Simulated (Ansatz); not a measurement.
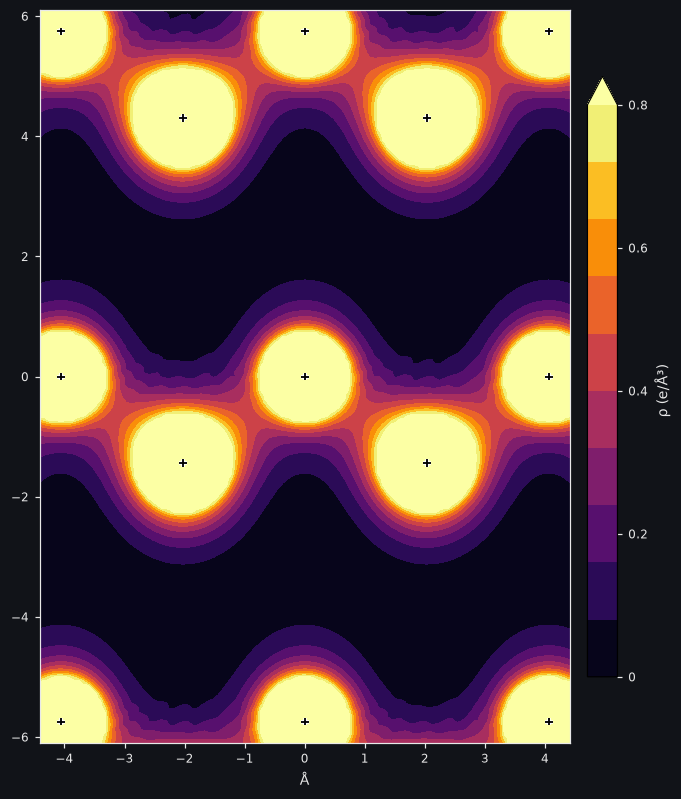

The valence pseudo-density on a plane through atoms (crosses mark nuclei in the plane).

Method: DFT PBE, scalar-relativistic, plane waves, PAW in Ansatz 0.2.0.

Candidates:
A. GaAs, a = 8.13 Å, b = 8.13 Å, c = 8.13 Å, α = 60.00°, β = 60.00°, γ = 60.00°. Space group F-43m.
B. AlN, a = 4.20 Å, b = 4.20 Å, c = 4.20 Å, α = 90.00°, β = 90.00°, γ = 90.00°. Space group Fm-3m; a structure from a database of computed crystals, not necessarily the ambient phase; changed on purpose from its base cell (volume × 1.10); computed pressure about −20 GPa in this cell.
C. Ga5O8 (cell with a defect), a = 7.64 Å, b = 7.76 Å, c = 8.52 Å, α = 72.52°, β = 75.43°, γ = 67.18°. Spin-polarised.

Question: Which candidate gave the map?

Answer: Candidate A: GaAs on the (11̄0) plane of the calculation cell, which holds Ga and As. Ga–As (2.49 Å): the density is about 0.47 e/Å³ at the midpoint.
